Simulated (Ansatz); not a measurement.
**How much does Nb in Ir(111), 2x2 scatter?**

Aim: the resistance that Nb in Ir(111), 2x2 adds to the host.

Method: Ansatz plane-wave DFT, PBE, PAW files; ballistic transport by layer matching (Landauer), zero bias; PAW set soft_1, in Ansatz 0.2.0.

**1. The starting structure**

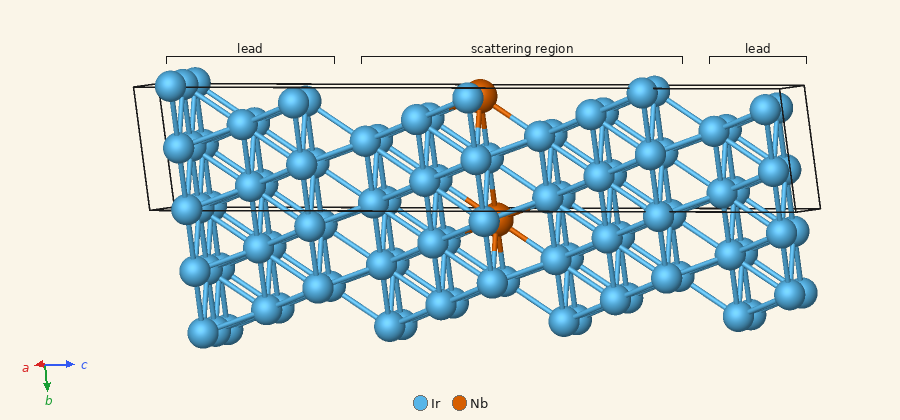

The starting structure, seen from the side, with the c axis across the page (iridium blue, niobium orange). 1×2×1 cells are drawn. Some periodic images of atoms are drawn too.

The cell holds 44 atoms: 43 Ir and 1 Nb. Its edges and angles: a = 5.430 Å, b = 5.430 Å, c = 24.434 Å, α = 86.8°, β = 93.2°, γ = 120.0°. It derives from Ir. Regions: lead, 24 atoms (24 Ir); scattering region, 20 atoms (19 Ir and 1 Nb). The structure is stacked along c, and the current runs across the ab planes.

**2. Transmission at ideal sites**

The defect sits in one plane of the supercell, all atoms on ideal sites; the layers about the cell's end are the lead. The mesh across the current, 12×12, is finer than the density's, because channels open and close sharply across the zone. Energies from -0.1 to 0.1 eV in steps of 0.05 eV are too few for the program's thermal sum, so it prints no conductance; for a metal the transmission near the Fermi level serves, at a fraction of the cost.

Input file input.yaml:

```yaml
crystal:
  lattice:
    - [5.4297315514, 0.0, 0.0]
    - [-2.7148657757, 4.7022854592, 0.0]
    - [-1.3574328878, 0.7837142432, 24.3834648588]
  atoms:
    - { symbol: Ir, position: [0.0075757576, 0.9924242424, 0.0454545455] }
    - { symbol: Ir, position: [0.0075757576, 0.4924242424, 0.0454545455] }
    - { symbol: Ir, position: [0.5075757576, 0.9924242424, 0.0454545455] }
    - { symbol: Ir, position: [0.5075757576, 0.4924242424, 0.0454545455] }
    - { symbol: Ir, position: [0.1893939394, 0.3106060606, 0.1363636364] }
    - { symbol: Ir, position: [0.1893939394, 0.8106060606, 0.1363636364] }
    - { symbol: Ir, position: [0.6893939394, 0.3106060606, 0.1363636364] }
    - { symbol: Ir, position: [0.6893939394, 0.8106060606, 0.1363636364] }
    - { symbol: Ir, position: [0.3712121212, 0.1287878788, 0.2272727273] }
    - { symbol: Ir, position: [0.3712121212, 0.6287878788, 0.2272727273] }
    - { symbol: Ir, position: [0.8712121212, 0.1287878788, 0.2272727273] }
    - { symbol: Ir, position: [0.8712121212, 0.6287878788, 0.2272727273] }
    - { symbol: Ir, position: [0.053030303, 0.946969697, 0.3181818182] }
    - { symbol: Ir, position: [0.053030303, 0.446969697, 0.3181818182] }
    - { symbol: Ir, position: [0.553030303, 0.946969697, 0.3181818182] }
    - { symbol: Ir, position: [0.553030303, 0.446969697, 0.3181818182] }
    - { symbol: Ir, position: [0.2348484848, 0.2651515152, 0.4090909091] }
    - { symbol: Ir, position: [0.2348484848, 0.7651515152, 0.4090909091] }
    - { symbol: Ir, position: [0.7348484848, 0.2651515152, 0.4090909091] }
    - { symbol: Ir, position: [0.7348484848, 0.7651515152, 0.4090909091] }
    - { symbol: Nb, position: [0.4166666667, 0.0833333333, 0.5] }
    - { symbol: Ir, position: [0.4166666667, 0.5833333333, 0.5] }
    - { symbol: Ir, position: [0.9166666667, 0.0833333333, 0.5] }
    - { symbol: Ir, position: [0.9166666667, 0.5833333333, 0.5] }
    - { symbol: Ir, position: [0.0984848485, 0.9015151515, 0.5909090909] }
    - { symbol: Ir, position: [0.0984848485, 0.4015151515, 0.5909090909] }
    - { symbol: Ir, position: [0.5984848485, 0.9015151515, 0.5909090909] }
    - { symbol: Ir, position: [0.5984848485, 0.4015151515, 0.5909090909] }
    - { symbol: Ir, position: [0.2803030303, 0.2196969697, 0.6818181818] }
    - { symbol: Ir, position: [0.2803030303, 0.7196969697, 0.6818181818] }
    - { symbol: Ir, position: [0.7803030303, 0.2196969697, 0.6818181818] }
    - { symbol: Ir, position: [0.7803030303, 0.7196969697, 0.6818181818] }
    - { symbol: Ir, position: [0.4621212121, 0.0378787879, 0.7727272727] }
    - { symbol: Ir, position: [0.4621212121, 0.5378787879, 0.7727272727] }
    - { symbol: Ir, position: [0.9621212121, 0.0378787879, 0.7727272727] }
    - { symbol: Ir, position: [0.9621212121, 0.5378787879, 0.7727272727] }
    - { symbol: Ir, position: [0.1439393939, 0.8560606061, 0.8636363636] }
    - { symbol: Ir, position: [0.1439393939, 0.3560606061, 0.8636363636] }
    - { symbol: Ir, position: [0.6439393939, 0.8560606061, 0.8636363636] }
    - { symbol: Ir, position: [0.6439393939, 0.3560606061, 0.8636363636] }
    - { symbol: Ir, position: [0.3257575758, 0.1742424242, 0.9545454545] }
    - { symbol: Ir, position: [0.3257575758, 0.6742424242, 0.9545454545] }
    - { symbol: Ir, position: [0.8257575758, 0.1742424242, 0.9545454545] }
    - { symbol: Ir, position: [0.8257575758, 0.6742424242, 0.9545454545] }
kpoints:
  mp_grid: { grid: [5, 5, 1] }
hamiltonian:
  xc: pbe
  pseudopotentials: { kind: paw, azcp: { folder: soft_1 } }
scf:
  occupations: { method: fermi_dirac, width: 0.1 }
output:
  transmission: { leads: [[0, 4]], kmesh: [12, 12], e_range: [-0.1, 0.1], de: 0.05 }
  write_potential: true
  write_density: true
  volumetric_format: npy
  elf: true
```

Launch:

```sh
ansatz run input.yaml --threads 4 --pin off --max-ram 15360MiB --backend cpu --events-out ev --progress --plain --runs-dir out
```

Numbers of over 12 decimals in the logs are rounded to 6 here.

Log:

```text
Engine: ansatz 0.2.0, aarch64-unknown-linux-gnu
Pseudopotentials: kind: paw
Pseudopotential: Ir, paw, valence charge 17, recommended cutoff 420 eV (normal), soft_1/Ir.paw.azcp
Pseudopotential: Nb, paw, valence charge 13, recommended cutoff 420 eV (normal), soft_1/Nb.paw.azcp
Functional definition: PBE
  parameter kappa = 0.804
  parameter beta = 0.066725
  exchange = pbe_x(kappa = kappa, mu = beta*pi^2/3)
  correlation = pbe_c(beta = beta)
Crystal: 44 atoms, lattice volume = 622.562 Å³
Basis set: ecut = 420 eV, 12125 PW (Γ)
Bands: 447, of which v1, the nominal top of the filled ones, is band 372 counted from 1 (371 counted from 0)
Symmetry: 4 space group operations
Space group: C2/m (ITA 12), of the structure as read, at distance tolerance 8.5e-5 Å
k-points: 9 of 25
Non-local potential: Ir, projectors of the file, l = 0: 3, l = 1: 2, l = 2: 2, l = 3: 1
Non-local potential: Nb, projectors of the file, l = 0: 3, l = 1: 2, l = 2: 2, l = 3: 1
PAW form: soft (Blöchl's): semilocal exchange-correlation on the pseudo side does not see the compensation charge
PAW one-centre angular grid: Ir, 590 points (default); XC on 64 Gauss nodes
PAW one-centre angular grid: Nb, 590 points (default); XC on 64 Gauss nodes
Initial density: superposition of atomic densities (chi_scale 0.1, normalization cell, long waves of neutral atoms (reshape's long-wave potential 2.17 eV rms, cloud 3.05 Å wide))
Initial wavefunctions: pseudopotential atomic-orbital guess
Functional: x = pbe(κ = 0.804, μ = 0.219515), c = pbe(β = 0.066725)
SCF iter   1: F=—  HF=-517844.701296 eV  |F-HF|=—  |Δ(HF+E_count)|=         —  Δρ=5.87e-2  dr2=1.22e2  ethr=3.10e-3  ⟨swp⟩=5.0  Hψ=12666  notcnv=0  defer=41
preconditioner: auto → Kerker (q_TF=auto, 2.811 Å⁻¹)  [metal: Δε(μ)=0.012 eV  Ē_g=7.018 eV  σ=0.100 eV  W_gap=0.03  n_scr=250 (ndim 8)  ℏωp=29.5 eV  f_vac=0.000  D(μ)=34.28/eV (n_scr^D=332)]
SCF iter   2: F=—  HF=-517840.580855 eV  |F-HF|=—  |Δ(HF+E_count)|=    4.12e0  Δρ=3.32e-2  dr2=5.28e1  ethr=3.10e-3  ⟨swp⟩=2.0  Hψ=4897  notcnv=0  defer=199
SCF iter   3: F=—  HF=-517838.565301 eV  |F-HF|=—  |Δ(HF+E_count)|=    2.02e0  Δρ=5.16e-3  dr2=2.73e0  ethr=3.10e-3  ⟨swp⟩=2.6  Hψ=5219  notcnv=0  defer=199
SCF iter   4: F=—  HF=-517838.480581 eV  |F-HF|=—  |Δ(HF+E_count)|=   8.47e-2  Δρ=1.48e-3  dr2=1.99e-1  ethr=3.67e-4  ⟨swp⟩=1.0  Hψ=4548  notcnv=0  defer=200
SCF iter   5: F=—  HF=-517838.479574 eV  |F-HF|=—  |Δ(HF+E_count)|=   1.01e-3  Δρ=5.12e-4  dr2=1.70e-2  ethr=2.67e-5  ⟨swp⟩=1.0  Hψ=3900  notcnv=0  defer=200
SCF iter   6: F=—  HF=-517838.479078 eV  |F-HF|=—  |Δ(HF+E_count)|=   4.96e-4  Δρ=1.14e-4  dr2=1.02e-3  ethr=2.29e-6  ⟨swp⟩=1.0  Hψ=3813  notcnv=0  defer=200
SCF iter   7: F=—  HF=-517838.479084 eV  |F-HF|=—  |Δ(HF+E_count)|=   6.08e-6  Δρ=3.20e-5  dr2=8.83e-5  ethr=1.37e-7  ⟨swp⟩=1.0  Hψ=3813  notcnv=0  defer=200
SCF iter   8: F=—  HF=-517838.480312 eV  |F-HF|=—  |Δ(HF+E_count)|=   1.23e-3  Δρ=1.10e-5  dr2=5.98e-6  ethr=1.19e-8  ⟨swp⟩=1.1  Hψ=3824  notcnv=0  defer=200
SCF iter   9: F=—  HF=-517838.480312 eV  |F-HF|=—  |Δ(HF+E_count)|=   2.09e-7  Δρ=3.12e-6  dr2=6.36e-7  ethr=8.04e-10  ⟨swp⟩=2.2  Hψ=5477  notcnv=0  defer=200
SCF iter  10: F=-517838.480312 eV  HF=-517838.480312 eV  |F-HF|=2.19e-8  |Δ(HF+E_count)|=   1.84e-8  Δρ=6.98e-7  dr2=2.38e-8  ethr=1.34e-11  ⟨swp⟩=7.8  Hψ=9663  notcnv=0
SCF 1 converged in 10 iterations: F = -517838.480312 eV  dr2 = 2.38e-8
  greatest PAW one-centre occupation: 1.000 electrons in one spin orbital (limit 2), on the Ir atom at site 22 (counted from 0), in its partial waves of l = 0
transmission: 192 of 1892 steps passed
transmission: 380 of 1892 steps passed
[...]
transmission: 1892 of 1892 steps passed
SCF converged after 10 iterations
Free energy (F): -517838.480312 eV
Harris-Foulkes:  -517838.480312 eV  (|F-HF|=2.19e-8)
Internal energy: -517837.251474 eV  (E = F + TS)
E sigma→0 (E₀):  -517837.865893 eV
Entropy (-TS):   -1.228837 eV (-27.928 meV/atom)
Fermi energy:    25.779536 eV
--- Per-component energies (eV) ---
  E_band       = -3571.401638
  E_kinetic    = 23624.349411
  E_local      = -48021.566053  (includes V_loc(G=0)·N_el)
  E_nonlocal   = 8257.829568
  E_hartree    = 18005.878520
  E_xc         = -10085.541622
  E_vxc        = -11264.891044  (∫ρ·V_xc dr)
  E_paw        = -401484.359370  (= ΣΔE_a)
  E_vpaw       = -12178.893406  (= ΣTr[D̂ρ^β])
  E_aug_tail   = 0.014767  (compensation charges beyond the density's cutoff)
  E_ewald      = -108133.856695
  E_smearing   = -1.228837  (= −TS)
  E_closure    = -0.000000  (closes the sum)
  Σ components = -517838.480312   (vs F -517838.480312, Δ=0.00e0)
--- Band table (eV; the first three rows and the last of 9) ---
  k-point 0: bands = [... 368 lower, 26.5645, 26.5731, 26.6323, 26.6621, 26.6624, 26.6625, 26.6711, 26.6872, ... 71 higher]
  k-point 1: bands = [... 368 lower, 26.0606, 26.0819, 26.0983, 26.1160, 26.1422, 26.1904, 26.2063, 26.2412, ... 71 higher]
  k-point 2: bands = [... 368 lower, 25.0229, 25.1159, 25.1773, 25.2037, 25.2892, 25.4073, 25.4769, 25.4971, ... 71 higher]
  k-point 8: bands = [... 368 lower, 25.0424, 25.1165, 25.1578, 25.1810, 25.2316, 25.3172, 25.3693, 25.4107, ... 71 higher]
--- Transmission ---
  basis      : 223 plane waves across, 44 finite elements along
  points     : 43, standing for a mesh of 12 x 12
  energies   : 5 from -0.100000 to 0.100000 eV about the Fermi level, 0.050000 eV apart; the leads are filled to 0.000000 eV, and channels, transmission and decay are at 0.000000 eV
  crystal 0  : Ir4, at the sites [0, 4], period 2.2167 Å, over 22.17 Å; its Hamiltonian steps by up to 7.2 meV
    offset         : up to 0.0000 Å between an atom of the period and one for which it stands
    channels       : 6.597222e0 a spin
    conductance    : none, the energies end too early or step too widely for 300 K: set another output.transmission.e_range or a lower de, or, where they end at an eighth of basis.ecutwfc, a higher one
  junction   : crystal 0 to crystal 0, 0.70 to 22.86 Å
    transmission   : 4.582116e0 a spin
    conductance    : none, the energies end too early or step too widely for 300 K: set another output.transmission.e_range or a lower de, or, where they end at an eighth of basis.ecutwfc, a higher one
```

It took 7.7 min on 4 threads of Arm Neoverse V1, shared host; peak memory 5.3 GiB; 28 min of CPU time.

This step gave:

- free energy: -517838.4803 eV
- energy at zero smearing: -517837.8659 eV
- Fermi energy: 25.78 eV
- cell area: 25.53 Å²
- transmission per spin nearest the Fermi level: 4.582
- open channels per spin nearest the Fermi level: 6.597
- step of the lead's potential: 7.2 meV

Per spin. The transmission, zone mean by energy, zero at the Fermi level:

| energy (eV) | transmission, zone mean |
| --- | --- |
| -0.1000 | 4.48 |
| -0.0500 | 4.51 |
| 0.0000 | 4.58 |
| 0.0500 | 4.59 |
| 0.1000 | 4.65 |

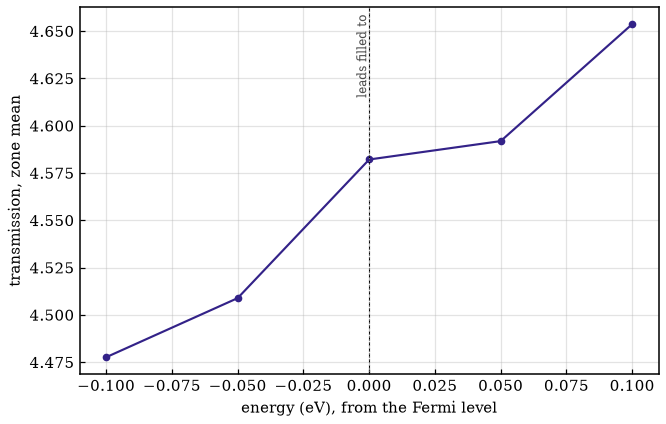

Transmission, zone mean, plotted against energy.

Per spin. The open channels, zone mean, lead by energy, zero at the Fermi level:

| energy (eV) | open channels, zone mean, lead |
| --- | --- |
| -0.1000 | 6.33 |
| -0.0500 | 6.39 |
| 0.0000 | 6.60 |
| 0.0500 | 6.60 |
| 0.1000 | 6.78 |

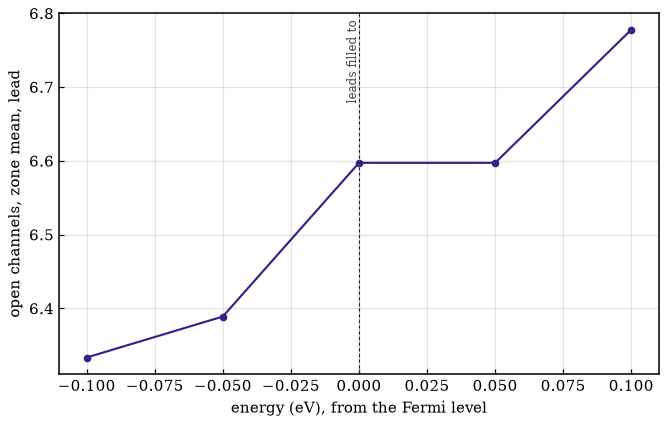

Open channels, zone mean, lead against energy.

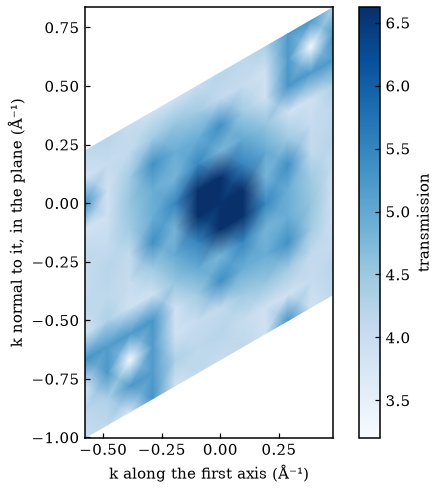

Transmission over k1 and k2. At 0.0000 eV from the Fermi level.

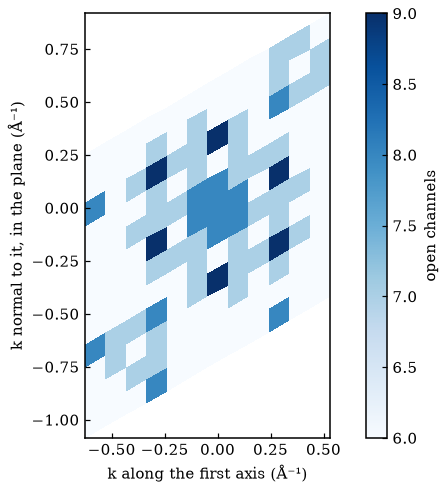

Open channels over k1 and k2. At 0.0000 eV from the Fermi level.

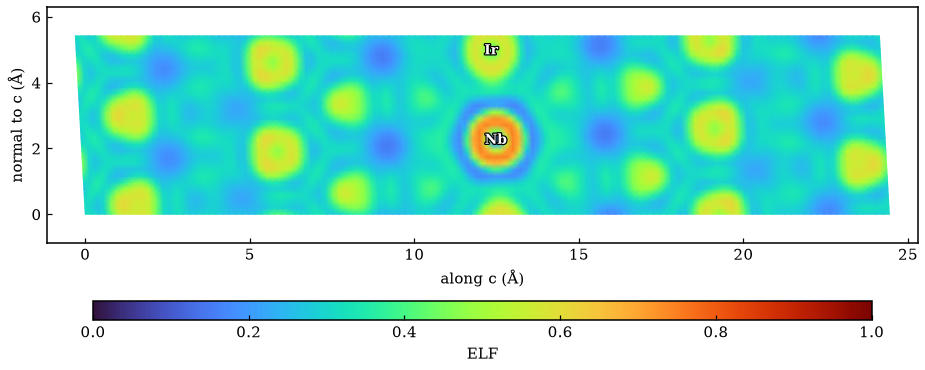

ELF in the ca plane at fractional y = 0.083, with atoms of Nb and Ir within 0.2 Å of it. It is the smooth field of the valence electrons, not physical close to the nuclei.

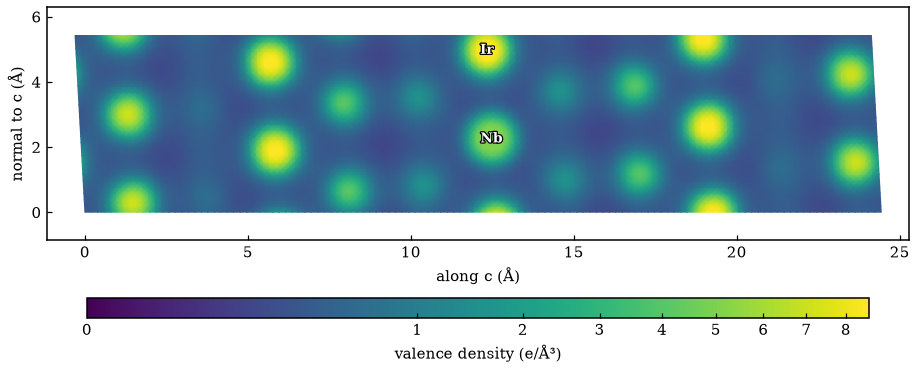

Valence density in the ca plane at fractional y = 0.083, with atoms of Nb and Ir within 0.2 Å of it. It is the smooth field of the valence electrons, not physical close to the nuclei. The colour scale is stretched toward low values.

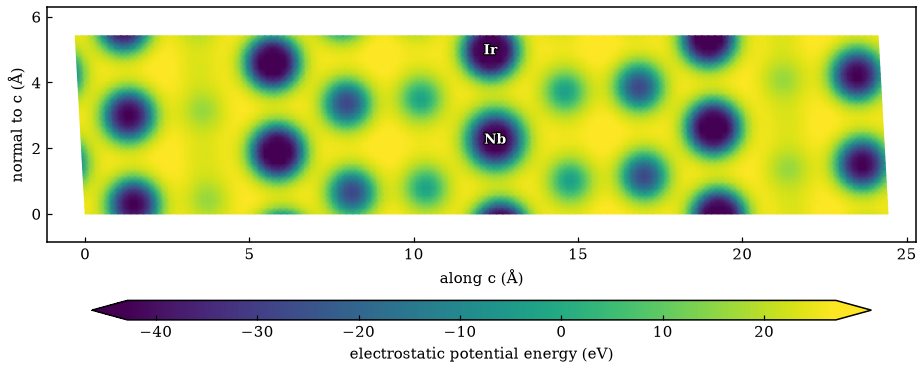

Electrostatic potential energy in the ca plane at fractional y = 0.083, with atoms of Nb and Ir within 0.2 Å of it. With pseudopotentials it is smooth inside the atoms' cores, unlike the true potential.

Over the solved energies the transmission per spin lies between 4.48 and 4.65, out of 6.54 channels of the lead on average (up to 6.78).

(Part 1 of 2 ends here.)

[Logs are printed without paths, hosts, clocks, repeated set-up lines and the standing remarks that a program may print on its own settings, such as how far it seeks lower states.]

[Hosts, paths, dates, database ids (printed as entryN), source tags and the programs' standing remarks are cut or masked in the printed files.]
